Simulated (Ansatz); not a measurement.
## TiO2 (C2/m): band gap by G0W0 on LDA

Aim: the quasiparticle gap of TiO2 (C2/m), starting from LDA.

Program: Ansatz 0.2.0. Level of theory: LDA, then G0W0 on it, plane waves, PAW. Results are calculated unless marked as measured.

**1. The structure**

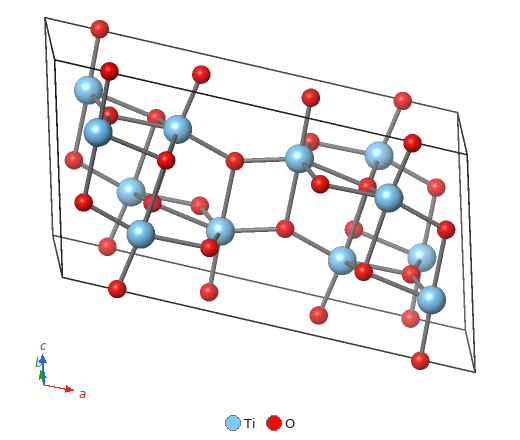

The starting structure, seen slightly off an axis (titanium blue, oxygen red). This picture shows the conventional cell, with its axes. Some periodic images of atoms are drawn too.

As a file:

```cif
data_structure
_symmetry_space_group_name_H-M 'C2/m'
_symmetry_Int_Tables_number 12
_cell_length_a 12.3072
_cell_length_b 3.7669
_cell_length_c 6.6162
_cell_angle_alpha 90.000
_cell_angle_beta 106.945
_cell_angle_gamma 90.000
_cell_volume 293.41
loop_
_atom_site_label
_atom_site_type_symbol
_atom_site_symmetry_multiplicity
_atom_site_Wyckoff_symbol
_atom_site_fract_x
_atom_site_fract_y
_atom_site_fract_z
_atom_site_occupancy
Ti1 Ti 4 i 0.80471 0.00000 0.71624 1
Ti2 Ti 4 i 0.59993 0.50000 0.71040 1
O1 O 4 i 0.55835 0.50000 0.36998 1
O2 O 4 i 0.63807 0.00000 0.70660 1
O3 O 4 i 0.63281 0.50000 0.00471 1
O4 O 4 i 0.73651 0.00000 0.34750 1
```

The cell and positions are those that the Materials Project relaxed with its own functionals (PBE, PBE+U or r2SCAN), kept fixed. This is not the form that TiO2 usually takes at ambient conditions. At the settings of the band run the largest force is still 0.23 eV/Å.

The logs state that the PAW files were generated under PBE.

**2. Bands along the symmetry lines**

Levels along a band path and on the mesh show where this functional puts the band edges.

This step: DFT, LDA, plane waves, PAW; PAW set soft_1.

File input.yaml:

```yaml
crystal:
  lattice:
    - [6.1535771931, -1.8834685, 0.0]
    - [6.1535771931, 1.8834685, 0.0]
    - [-1.9283261078, 0.0, 6.3289668713]
  atoms:
    - { symbol: Ti, position: [0.804714, 0.804714, 0.716238] }
    - { symbol: Ti, position: [0.099929, 0.099929, 0.710398] }
    - { symbol: Ti, position: [0.195286, 0.195286, 0.283762] }
    - { symbol: Ti, position: [0.900071, 0.900071, 0.289602] }
    - { symbol: O, position: [0.0583525, 0.0583525, 0.369979] }
    - { symbol: O, position: [0.638069, 0.638069, 0.706603] }
    - { symbol: O, position: [0.1328115, 0.1328115, 0.004709] }
    - { symbol: O, position: [0.9416475, 0.9416475, 0.630021] }
    - { symbol: O, position: [0.7365115, 0.7365115, 0.3475] }
    - { symbol: O, position: [0.8671885, 0.8671885, 0.995291] }
    - { symbol: O, position: [0.2634885, 0.2634885, 0.6525] }
    - { symbol: O, position: [0.361931, 0.361931, 0.293397] }
kpoints:
  mp_grid: { grid: [6, 6, 4] }
  band_path:
    path:
      - [[0.0, 0.0, 0.0], [-0.27559497, 0.27559497, 0.0]]
      - [[-0.72440503, -0.27559497, 0.0], [-0.5, -0.5, 0.0], [0.0, 0.0, 0.0], [-0.5, -0.5, 0.5], [-0.73828134, -0.26171866, 0.5]]
      - [[-0.26171866, 0.26171866, 0.5], [0.0, 0.0, 0.5], [0.0, 0.0, 0.0]]
      - [[-0.5, 0.0, 0.5], [0.0, 0.0, 0.0], [-0.5, 0.0, 0.0]]
    npoints: 10
hamiltonian:
  xc: lda
  pseudopotentials: { kind: paw, azcp: { folder: soft_1 }, xc_functional: pbe }
scf:
  occupations: { method: fermi_dirac, width: 0.02 }
  n_extra_bands: 8
output:
  eigenvalues: true
  forces: true
  stress: true
  write_density: true
  write_potential: true
  elf: true
  volumetric_format: npy
```

Launch:

```bash
$ ansatz run input.yaml --threads 3 --pin off --max-ram 92160MiB --backend cuda --events-out ev --progress --plain --runs-dir out --devices 1 --max-vram 13GiB
```

Numbers of over 12 decimals in the logs are rounded to 6 here.

The program printed:

```text
scf.n_extra_bands = 8 over 48 filled bands (N_el = 96.0): the run solves 56 bands
GPUs: using 1 of 1 available (devices: 1).
Engine: ansatz 0.2.0, x86_64-unknown-linux-gnu
Pseudopotentials: kind: paw
Pseudopotential: Ti, paw, valence charge 12, recommended cutoff 420 eV (normal), soft_1/Ti.paw.azcp
Pseudopotential: O, paw, valence charge 6, recommended cutoff 420 eV (normal), soft_1/O.paw.azcp
Functional definition: SPW92
  exchange = slater_x
  correlation = pw_c
device memory: the entry about to start is reckoned to put 5.3 GiB on a device that reports 30.9 GiB free (of which the cap on the GPU budget leaves the run 13.0 GiB)
GPU FFT provider: cuFFT
GPU libraries: cuBLAS 13.8.2, cuFFT 12.4.0, cuSOLVER 12.3.4
Crystal: 12 atoms, lattice volume = 146.706 Å³
Basis set: ecut = 420 eV, 2869 PW (Γ)
Bands: 56, of which v1, the nominal top of the filled ones, is band 48 counted from 1 (47 counted from 0)
Symmetry: 4 space group operations
Space group: C2/m (ITA 12), of the structure as read, at distance tolerance 5.3e-5 Å
k-points: 47 of 144
Non-local potential: Ti, projectors of the file, l = 0: 3, l = 1: 2, l = 2: 3, l = 3: 1
Non-local potential: O, projectors of the file, l = 0: 2, l = 1: 2, l = 2: 1
PAW form: soft (Blöchl's): semilocal exchange-correlation on the pseudo side does not see the compensation charge
PAW frozen core: Ti, regenerated for the run's functional, and the local potential with it (the file was generated under x = pbe(κ = 0.804, μ = 0.219515), c = pbe(β = 0.066725))
PAW frozen core: O, regenerated for the run's functional, and the local potential with it (the file was generated under x = pbe(κ = 0.804, μ = 0.219515), c = pbe(β = 0.066725))
PAW one-centre angular grid: Ti, 590 points (default); XC on 64 Gauss nodes
PAW one-centre angular grid: O, 110 points (default); XC on 64 Gauss nodes
Initial density: superposition of atomic densities (chi_scale 0.1, normalization cell, long waves kept (reshape's long-wave potential 0.08 eV rms))
Initial wavefunctions: pseudopotential atomic-orbital guess
GPU buffer pool allocated for 91125 grid points (all kernels)
GPU transforms: local potential and band sums: pruned to the plane-wave sphere, on 45×45×45
Functional: x = slater, c = lda
SCF iter   1: F=—  HF=-14261.518499 eV  |F-HF|=—  |Δ(HF+E_count)|=         —  Δρ=4.91e-2  dr2=4.30e0  ethr=3.10e-3  ⟨swp⟩=5.2  Hψ=8982  notcnv=0
preconditioner: auto → Resta (q_TF=auto, 2.542 Å⁻¹)  ε∞=8.1  [insulator: Δε(μ)=2.476 eV  Ē_g=9.174 eV  σ=0.020 eV  W_gap=1.00  n_scr=44 (ndim 8)  ℏωp=24.5 eV  f_vac=0.045  D(μ)=0.00/eV (n_scr^D=0)  ε∞_Penn≈8.1]
SCF iter   2: F=—  HF=-14260.967426 eV  |F-HF|=—  |Δ(HF+E_count)|=   5.51e-1  Δρ=2.94e-2  dr2=1.48e0  ethr=3.10e-3  ⟨swp⟩=2.1  Hψ=4187  notcnv=0  defer=96
SCF iter   3: F=—  HF=-14260.740482 eV  |F-HF|=—  |Δ(HF+E_count)|=   2.27e-1  Δρ=2.31e-2  dr2=1.03e0  ethr=1.54e-3  ⟨swp⟩=2.9  Hψ=4104  notcnv=0  defer=96
SCF iter   4: F=—  HF=-14260.550665 eV  |F-HF|=—  |Δ(HF+E_count)|=   1.90e-1  Δρ=4.89e-3  dr2=6.17e-2  ethr=1.07e-3  ⟨swp⟩=2.1  Hψ=4332  notcnv=0  defer=96
SCF iter   5: F=—  HF=-14260.550901 eV  |F-HF|=—  |Δ(HF+E_count)|=   2.36e-4  Δρ=4.28e-3  dr2=3.00e-2  ethr=6.43e-5  ⟨swp⟩=2.0  Hψ=4076  notcnv=0  defer=96
SCF iter   6: F=—  HF=-14260.549366 eV  |F-HF|=—  |Δ(HF+E_count)|=   1.53e-3  Δρ=2.08e-3  dr2=6.89e-3  ethr=3.13e-5  ⟨swp⟩=2.1  Hψ=4314  notcnv=0  defer=96
SCF iter   7: F=—  HF=-14260.550213 eV  |F-HF|=—  |Δ(HF+E_count)|=   8.46e-4  Δρ=1.20e-3  dr2=2.57e-3  ethr=7.18e-6  ⟨swp⟩=2.0  Hψ=4038  notcnv=0  defer=96
SCF iter   8: F=—  HF=-14260.550461 eV  |F-HF|=—  |Δ(HF+E_count)|=   2.49e-4  Δρ=3.82e-4  dr2=3.12e-4  ethr=2.67e-6  ⟨swp⟩=2.0  Hψ=3943  notcnv=0  defer=96
SCF iter   9: F=—  HF=-14260.549814 eV  |F-HF|=—  |Δ(HF+E_count)|=   6.47e-4  Δρ=2.69e-4  dr2=1.53e-4  ethr=3.25e-7  ⟨swp⟩=2.0  Hψ=3917  notcnv=0  defer=96
SCF iter  10: F=—  HF=-14260.549943 eV  |F-HF|=—  |Δ(HF+E_count)|=   1.29e-4  Δρ=8.75e-5  dr2=1.78e-5  ethr=1.59e-7  ⟨swp⟩=2.0  Hψ=3663  notcnv=0  defer=96
SCF iter  11: F=—  HF=-14260.550410 eV  |F-HF|=—  |Δ(HF+E_count)|=   4.67e-4  Δρ=3.13e-5  dr2=2.16e-6  ethr=1.86e-8  ⟨swp⟩=2.0  Hψ=3722  notcnv=0  defer=96
SCF iter  12: F=—  HF=-14260.550411 eV  |F-HF|=—  |Δ(HF+E_count)|=   4.44e-7  Δρ=1.27e-5  dr2=2.71e-7  ethr=2.25e-9  ⟨swp⟩=2.0  Hψ=3681  notcnv=0  defer=96
SCF iter  13: F=-14260.550411 eV  HF=-14260.550411 eV  |F-HF|=6.08e-8  |Δ(HF+E_count)|=   2.17e-8  Δρ=8.06e-6  dr2=8.67e-8  ethr=1.04e-10  ⟨swp⟩=19.2  Hψ=26568  notcnv=0
SCF 1 converged in 13 iterations: F = -14260.550411 eV  dr2 = 8.67e-8
  greatest PAW one-centre occupation: 0.998 electrons in one spin orbital (limit 2), on the Ti atom at site 2 (counted from 0), in its partial waves of l = 0
device memory: the entry about to start is reckoned to put 4.1 GiB on a device that reports 27.8 GiB free (of which the cap on the GPU budget leaves the run 13.0 GiB)
NSCF: frozen V_eff on 94 k-points
SCF converged after 13 iterations
Free energy (F): -14260.550411 eV
Harris-Foulkes:  -14260.550411 eV  (|F-HF|=6.08e-8)
Internal energy: -14260.550411 eV  (E = F + TS)
E sigma→0 (E₀):  -14260.550411 eV
Fermi energy:    7.051223 eV
--- Per-component energies (eV) ---
  E_band       = -1025.833045
  E_kinetic    = 2444.325051
  E_local      = -8201.613864  (includes V_loc(G=0)·N_el)
  E_nonlocal   = 679.083296
  E_hartree    = 3195.409630
  E_xc         = -1021.648181
  E_vxc        = -1301.577837  (∫ρ·V_xc dr)
  E_paw        = -5177.788694  (= ΣΔE_a)
  E_vpaw       = -1036.872156  (= ΣTr[D̂ρ^β])
  E_aug_tail   = 0.006006  (compensation charges beyond the density's cutoff)
  E_ewald      = -6180.402828
  E_core_change = 2.079174  (= ΣΔE_core)
  E_smearing   = -0.000000  (= −TS)
  E_closure    = -0.000000  (closes the sum)
  Σ components = -14260.550411   (vs F -14260.550411, Δ=0.00e0)
--- Forces (eV/Å), atoms counted from 1 ---
  atom   1  Ti    -0.00805813     0.00000000     0.17603280
  atom   2  Ti     0.00448053     0.00000000     0.05162422
  atom   3  Ti     0.00805813    -0.00000000    -0.17603280
  atom   4  Ti    -0.00448053     0.00000000    -0.05162422
  atom   5  O     -0.06821882     0.00000000     0.04917275
  atom   6  O      0.22697175     0.00000000     0.00276098
  atom   7  O      0.20572784     0.00000000     0.09346868
  atom   8  O      0.06821882    -0.00000000    -0.04917275
  atom   9  O      0.16539977     0.00000000     0.00747968
  atom  10  O     -0.20572784    -0.00000000    -0.09346868
  atom  11  O     -0.16539977    -0.00000000    -0.00747968
  atom  12  O     -0.22697175    -0.00000000    -0.00276098
  max |Σ_I F_I| component: 5.55e-17 eV/Å
--- Stress (GPa, compression-positive) ---
      -11.702211       0.000000      -0.038129
        0.000000     -11.395839      -0.000000
       -0.038129      -0.000000     -11.992539
  P = ⅓ Tr σ = -11.6969 GPa (-116.969 kbar)
--- Band table (eV; the first three rows and the last of 47) ---
  k-point 0: bands = [... 44 lower, 4.9479, 4.9503, 5.3520, 5.5264, 8.3713, 8.7221, 8.9709, 8.9750, ... 4 higher]
  k-point 1: bands = [... 44 lower, 4.9929, 5.0178, 5.2872, 5.3733, 8.4188, 8.7679, 8.9259, 8.9781, ... 4 higher]
  k-point 2: bands = [... 44 lower, 5.0047, 5.0405, 5.1132, 5.2710, 8.4874, 8.7508, 8.9132, 9.0392, ... 4 higher]
  k-point 46: bands = [... 44 lower, 4.8583, 5.2933, 5.4851, 5.5089, 8.6312, 8.7466, 8.8798, 9.0444, ... 4 higher]
```

Wall time 19 s (1 × NVIDIA H100 80GB HBM3 (shared by 6 runs) with 3 threads of AMD EPYC 7R13 (Zen 3), shared host); peak memory 1 GiB.

The column dr2 measures how far the density is from self-consistency, as an energy; F and HF (Harris–Foulkes) agree once it is small.

This step gave:

| Quantity | Value |
| --- | --- |
| pressure | -11.70 GPa |
| filled bands | 48 |
| gap | 2.657 eV |
| valence top at | k = (-0.714, -0.286, 0.500) |
| conduction bottom at | Γ |
| least direct gap | 2.842 eV |

Over mesh and path the gap is 2.657 eV, from k = (-0.714, -0.286, 0.500) to k = Γ. The least direct gap found is 2.842 eV, at k = (-0.100, -0.100, 0.000). On the 6×6×4 mesh alone the same run gives 2.671 eV, so that mesh misses an edge of LDA: 2.671 − 2.657 = +0.014 eV. The pressure in this cell is -12 GPa; the cell is kept.

Electronic bands along the path, in eV, zero at the top of the highest nominally filled band:

| point | band 45 | band 46 | band 47 | band 48 | band 49 | band 50 | band 51 | band 52 |
| --- | --- | --- | --- | --- | --- | --- | --- | --- |
| Γ | -0.77 | -0.76 | -0.36 | -0.19 | 2.66 | 3.01 | 3.26 | 3.26 |
| C | -0.68 | -0.42 | -0.27 | -0.12 | 2.84 | 3.16 | 3.52 | 3.78 |
| jump to C2 | -0.68 | -0.42 | -0.27 | -0.12 | 2.84 | 3.16 | 3.52 | 3.78 |
| Y2 | -0.89 | -0.64 | -0.40 | -0.13 | 2.80 | 2.85 | 3.35 | 3.43 |
| Γ | -0.77 | -0.76 | -0.36 | -0.19 | 2.66 | 3.01 | 3.26 | 3.26 |
| M2 | -0.86 | -0.42 | -0.23 | -0.21 | 2.92 | 3.03 | 3.17 | 3.33 |
| D | -0.75 | -0.46 | -0.16 | -0.01 | 3.05 | 3.10 | 3.34 | 3.72 |
| jump to D2 | -0.75 | -0.46 | -0.16 | -0.01 | 3.05 | 3.10 | 3.34 | 3.72 |
| A | -0.71 | -0.67 | -0.60 | -0.44 | 2.77 | 3.04 | 3.20 | 3.32 |
| Γ | -0.77 | -0.76 | -0.36 | -0.19 | 2.66 | 3.01 | 3.26 | 3.26 |
| jump to L2 | -0.69 | -0.53 | -0.11 | -0.02 | 3.08 | 3.14 | 3.38 | 3.60 |
| Γ | -0.77 | -0.76 | -0.36 | -0.19 | 2.66 | 3.01 | 3.26 | 3.26 |
| V2 | -0.88 | -0.48 | -0.23 | -0.14 | 3.05 | 3.09 | 3.53 | 3.58 |

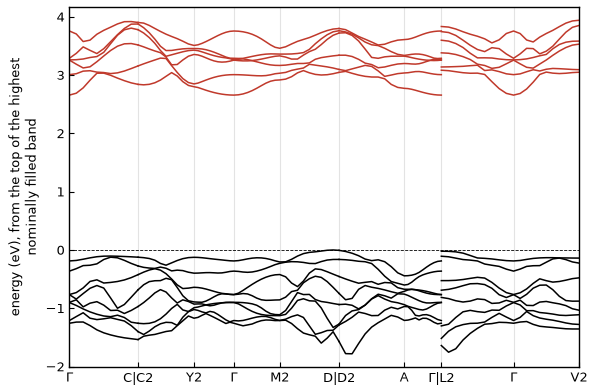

Electronic bands along the path; lines of filled and empty bands in two colours.

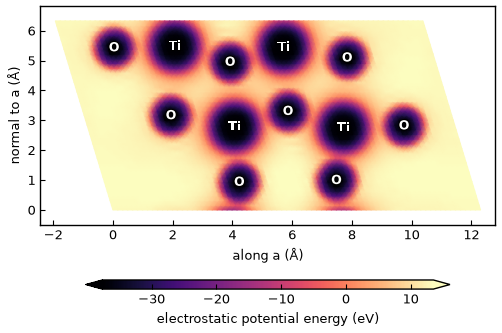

Electrostatic potential energy in the ac plane of the conventional cell at fractional y = 0.500, with atoms of Ti and O within 0.2 Å of it. With pseudopotentials it is smooth inside the atoms' cores, unlike the true potential. The map starts off the cell's origin, so that atoms lie inside it.

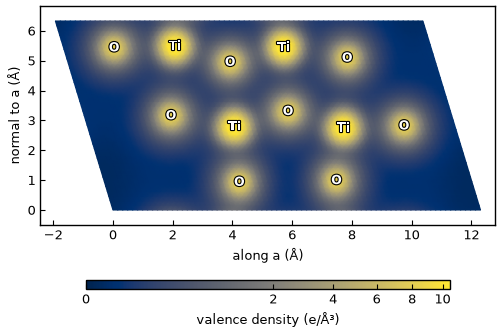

Valence density in the ac plane of the conventional cell at fractional y = 0.500, with atoms of Ti and O within 0.2 Å of it. It is the smooth field of the valence electrons, not physical close to the nuclei. The map starts off the cell's origin, so that atoms lie inside it. The colour scale is stretched toward low values.

[end of part 1 of 2]

[Paths, hosts, dates, memory and timing lines, banners, echoed tables and standing remarks are left out of the program output.]

[Logs are printed without paths, hosts, clocks, repeated set-up lines and the standing remarks that a program may print on its own settings, such as how far it seeks lower states.]

[Runs of the session that timed out or met a known fault of the program may be left out.]

[Cells called generated may have been cut or substituted from an entry of the Crystallography Open Database or the Materials Project.]

[Hosts, paths, dates, database ids (printed as entryN), source tags and the programs' standing remarks are cut or masked in the printed files.]

[Where an RPA ε∞ is given, it is that of the G0W0 mesh and is not shown converged in it. Names of k-points follow the symmetry that the program found, which can be lower than the space group named. Band edges on a path are those of the sampled points; other points can move an edge, and change direct to indirect where valleys lie close.]

[Hybrid gaps are those of their k-mesh and are not shown converged in it.]
